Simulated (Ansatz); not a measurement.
**Two runs on Ge**

System: Ge (P6₃mc, 4 atoms in the cell).
Method of run A: Kohn-Sham DFT of a periodic cell, PBE, Ansatz PAW, no spin polarisation (Ansatz 0.2.0).

The structure derives from a Materials Project entry. Text and figures count atoms from 1; the logs count them from 0 in places.

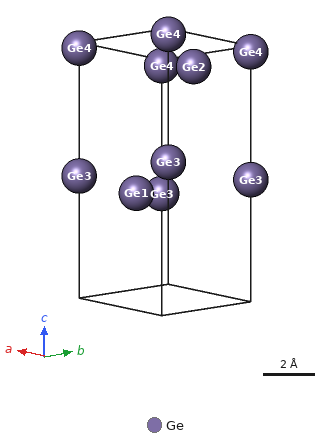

Figure 1. The structure (spheres-only view of the cell of the calculation, seen at an oblique angle; atoms are numbered from 1 in the order of the input).

**Input file, run A**
```yaml
crystal:
  lattice:
    - [3.9677200192, 0.0, 0.0]
    - [-1.9838600096, 3.4361463317, 0.0]
    - [0.0, 0.0, 10.7689417645]
  atoms:
    - { symbol: Ge, position: [0.6666666667, 0.3333333333, 0.414848] }
    - { symbol: Ge, position: [0.3333333333, 0.6666666667, 0.914848] }
    - { symbol: Ge, position: [0.0, 0.0, 0.477452] }
    - { symbol: Ge, position: [0.0, 0.0, 0.977452] }
hamiltonian:
  xc: pbe
  pseudopotentials: { kind: paw }
kpoints:
  mp_grid: { grid: [8, 8, 3] }
scf:
  occupations: { method: fermi_dirac, width: 0.05 }
output:
  forces: true
  stress: true
  eigenvalues: true
```

Command:
```bash
ansatz run input.yaml --threads 2 --pin off --max-ram 5120MiB --backend cpu --events-out ev --progress --plain --runs-dir out
```

Hardware: 2 threads of Intel Xeon @ 2.50GHz (Skylake/Cascade Lake), 189 GiB of memory available, shared host.

**Output, shortened to warnings, some set-up lines, iterations and results (run A)**
```
Basis set: ecut = 420 eV, 2867 PW (Γ), exchange–correlation on 54×54×144 points (8 copies of the dense FFT grid, shifted against one another)
Symmetry: 12 space group operations
k-points: 20 of 192 (time reversal used)
Initial density: superposition of atomic densities (neutral atoms: chi_scale 0, normalization atom), corrected by the library's trained network
[...]
SCF iter   1: F=—  HF=-17178.000504 eV  |F-HF|=—  |Δ(HF+E_count)|=         —  Δρ=1.62e-3  dr2=5.86e-3  ethr=1.77e-3  ⟨swp⟩=6.2  Hψ=2675  notcnv=0
SCF iter   2: F=—  HF=-17177.999339 eV  |F-HF|=—  |Δ(HF+E_count)|=   1.17e-3  Δρ=9.40e-4  dr2=1.89e-3  ethr=1.05e-5  ⟨swp⟩=2.9  Hψ=1394  notcnv=0  defer=6
SCF iter   3: F=—  HF=-17178.000663 eV  |F-HF|=—  |Δ(HF+E_count)|=   1.32e-3  Δρ=4.61e-4  dr2=2.01e-4  ethr=3.38e-6  ⟨swp⟩=2.0  Hψ=1305  notcnv=0  defer=6
SCF iter   4: F=—  HF=-17178.000496 eV  |F-HF|=—  |Δ(HF+E_count)|=   1.67e-4  Δρ=1.43e-4  dr2=2.93e-5  ethr=3.59e-7  ⟨swp⟩=2.0  Hψ=1224  notcnv=0  defer=6
SCF iter   5: F=—  HF=-17178.000444 eV  |F-HF|=—  |Δ(HF+E_count)|=   5.24e-5  Δρ=5.46e-5  dr2=3.15e-6  ethr=5.23e-8  ⟨swp⟩=2.0  Hψ=1228  notcnv=0  defer=6
SCF iter   6: F=—  HF=-17178.000445 eV  |F-HF|=—  |Δ(HF+E_count)|=   1.67e-6  Δρ=2.07e-5  dr2=1.12e-6  ethr=5.63e-9  ⟨swp⟩=2.0  Hψ=1228  notcnv=0  defer=6
SCF iter   7: F=-17178.000446 eV  HF=-17178.000445 eV  |F-HF|=1.46e-7  |Δ(HF+E_count)|=   6.04e-8  Δρ=5.56e-6  dr2=5.55e-8  ethr=1.79e-10  ⟨swp⟩=5.3  Hψ=3036  notcnv=0
SCF 1 converged in 7 iterations: F = -17178.000446 eV  dr2 = 5.55e-8
SCF converged after 7 iterations
Free energy (F): -17178.000446 eV
Harris-Foulkes:  -17178.000445 eV  (|F-HF|=1.46e-7)
Internal energy: -17178.000294 eV  (E = F + TS)
E sigma→0 (E₀):  -17178.000370 eV
Entropy (-TS):   -0.000152 eV (-0.038 meV/atom)
Fermi energy:    3.372971 eV
--- Per-component energies (eV) ---
  E_band       = -865.329418
  E_kinetic    = 442.220127
  E_local      = -12841.123867  (includes V_loc(G=0)·N_el)
  E_nonlocal   = 1669.843605
  E_hartree    = 5680.657571
  E_xc         = -300.019913
  E_vxc        = -254.958583  (∫ρ·V_xc dr)
  E_paw        = -8074.427959  (= ΣΔE_a)
  E_vpaw       = -1242.634164  (= ΣTr[D̂ρ^β])
  E_aug_tail   = 0.001130  (compensation charges beyond the density's cutoff)
  E_ewald      = -3755.150989
  E_smearing   = -0.000152  (= −TS)
  E_closure    = 0.000000  (closes the sum)
  Σ components = -17178.000446   (vs F -17178.000446, Δ=0.00e0)
--- Forces (eV/Å), atoms counted from 1 ---
  atom   1  Ge    -0.00000000    -0.00000000    -0.14498991
  atom   2  Ge     0.00000000     0.00000000    -0.14498991
  atom   3  Ge    -0.00000000     0.00000000     0.14496069
  atom   4  Ge     0.00000000     0.00000000     0.14496069
  max |Σ_I F_I| component: 5.84e-5 eV/Å
--- Stress (GPa, compression-positive) ---
        2.671757       0.000000       0.000000
       -0.000000       2.671757      -0.000000
        0.000000      -0.000000      -0.034570
  P = ⅓ Tr σ = 1.7696 GPa (17.696 kbar)
```

The input of run B differs as follows (lines with − go, lines with + come):
```diff
-    - [3.9677200192, 0.0, 0.0]
-    - [-1.9838600096, 3.4361463317, 0.0]
-    - [0.0, 0.0, 10.7689417645]
+    - [4.129844402, 0.0, 0.0]
+    - [-2.064922201, 3.5765501658, 0.0]
+    - [0.0, 0.0, 11.2089697979]
```

How does run B compare with run A?

With the same functional and potentials, run B lies 4.4 meV per atom higher. The gap on the mesh goes from 0.70 to 0.39 eV. The pressure goes from 1.77 to −1.67 GPa. The volume per atom goes from 36.71 to 41.39 Å³. The number of SCF iterations is the same. The plane waves at Γ go from 2867 to 3169.

**Output, shortened to warnings, some set-up lines, iterations and results (run B)**
```
Basis set: ecut = 420 eV, 3169 PW (Γ), exchange–correlation on 60×60×150 points (8 copies of the dense FFT grid, shifted against one another)
Symmetry: 12 space group operations
k-points: 20 of 192 (time reversal used)
Initial density: superposition of atomic densities (neutral atoms: chi_scale 0, normalization atom), corrected by the library's trained network
[...]
SCF iter   1: F=—  HF=-17177.983121 eV  |F-HF|=—  |Δ(HF+E_count)|=         —  Δρ=1.69e-3  dr2=7.35e-3  ethr=1.77e-3  ⟨swp⟩=6.0  Hψ=2621  notcnv=0
SCF iter   2: F=—  HF=-17177.981749 eV  |F-HF|=—  |Δ(HF+E_count)|=   1.37e-3  Δρ=9.64e-4  dr2=2.20e-3  ethr=1.31e-5  ⟨swp⟩=2.9  Hψ=1455  notcnv=0  defer=3
SCF iter   3: F=—  HF=-17177.982844 eV  |F-HF|=—  |Δ(HF+E_count)|=   1.10e-3  Δρ=4.34e-4  dr2=2.06e-4  ethr=3.93e-6  ⟨swp⟩=2.0  Hψ=1304  notcnv=0  defer=3
SCF iter   4: F=—  HF=-17177.982654 eV  |F-HF|=—  |Δ(HF+E_count)|=   1.90e-4  Δρ=1.37e-4  dr2=3.08e-5  ethr=3.68e-7  ⟨swp⟩=2.0  Hψ=1224  notcnv=0  defer=3
SCF iter   5: F=—  HF=-17177.982720 eV  |F-HF|=—  |Δ(HF+E_count)|=   6.57e-5  Δρ=5.51e-5  dr2=3.51e-6  ethr=5.49e-8  ⟨swp⟩=2.0  Hψ=1231  notcnv=0  defer=3
SCF iter   6: F=—  HF=-17177.982720 eV  |F-HF|=—  |Δ(HF+E_count)|=   4.27e-7  Δρ=2.19e-5  dr2=1.54e-6  ethr=6.26e-9  ⟨swp⟩=2.0  Hψ=1226  notcnv=0  defer=3
SCF iter   7: F=-17177.982720 eV  HF=-17177.982719 eV  |F-HF|=1.57e-7  |Δ(HF+E_count)|=   1.39e-7  Δρ=4.94e-6  dr2=4.03e-8  ethr=1.79e-10  ⟨swp⟩=5.0  Hψ=2969  notcnv=0
SCF 1 converged in 7 iterations: F = -17177.982720 eV  dr2 = 4.03e-8
SCF converged after 7 iterations
Free energy (F): -17177.982720 eV
Harris-Foulkes:  -17177.982719 eV  (|F-HF|=1.57e-7)
Internal energy: -17177.982072 eV  (E = F + TS)
E sigma→0 (E₀):  -17177.982396 eV
Entropy (-TS):   -0.000648 eV (-0.162 meV/atom)
Fermi energy:    2.448938 eV
--- Per-component energies (eV) ---
  E_band       = -910.827965
  E_kinetic    = 437.397191
  E_local      = -13084.393459  (includes V_loc(G=0)·N_el)
  E_nonlocal   = 1666.828384
  E_hartree    = 5779.934807
  E_xc         = -297.658193
  E_vxc        = -251.705620  (∫ρ·V_xc dr)
  E_paw        = -8072.356302  (= ΣΔE_a)
  E_vpaw       = -1238.824616  (= ΣTr[D̂ρ^β])
  E_aug_tail   = 0.001362  (compensation charges beyond the density's cutoff)
  E_ewald      = -3607.735862
  E_smearing   = -0.000648  (= −TS)
  E_closure    = 0.000000  (closes the sum)
  Σ components = -17177.982720   (vs F -17177.982720, Δ=0.00e0)
--- Forces (eV/Å), atoms counted from 1 ---
  atom   1  Ge    -0.00000000     0.00000000     0.15922627
  atom   2  Ge    -0.00000000    -0.00000000     0.15922627
  atom   3  Ge    -0.00000000    -0.00000000    -0.15923762
  atom   4  Ge    -0.00000000     0.00000000    -0.15923762
  max |Σ_I F_I| component: 2.27e-5 eV/Å
--- Stress (GPa, compression-positive) ---
       -2.297635      -0.000000       0.000000
       -0.000000      -2.297635      -0.000000
        0.000000      -0.000000      -0.402247
  P = ⅓ Tr σ = -1.6658 GPa (-16.658 kbar)
```

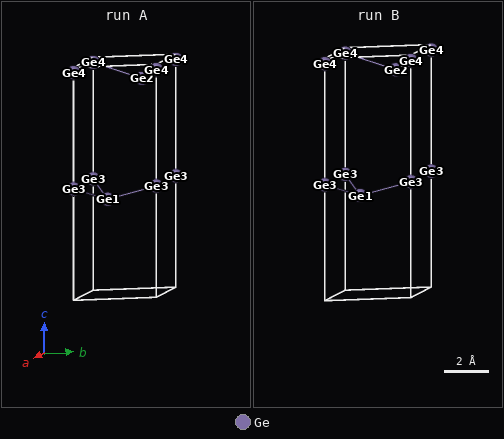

Figure 2. The two input geometries at one scale (ball-and-stick view of the cell of the calculation, seen slightly off an axis). The atoms keep their places relative to the cell (all moves are under 0.005 Å). The volume changes by +12.8 %, with a = b 3.968 → 4.130 Å (+4.1 %), c 10.769 → 11.209 Å (+4.1 %). Among the contacts that change: Ge1–Ge3 2.388 → 2.485 Å.

**The two runs side by side**

| quantity | run A | run B |
| --- | --- | --- |
| outcome | converged | converged |
| free energy per atom (eV) | −4294.5001 | −4294.4957 |
| gap on the mesh (eV) | 0.70 | 0.39 |
| pressure (GPa) | 1.77 | −1.67 |
| volume per atom (Å³) | 36.71 | 41.39 |
| largest force (eV/Å) | 0.145 | 0.159 |
| SCF iterations | 7 | 7 |
| irreducible k-points | 20 | 20 |
| plane waves at Γ | 2867 | 3169 |
| wall time (shared host) | 8.3 s | 9.4 s |
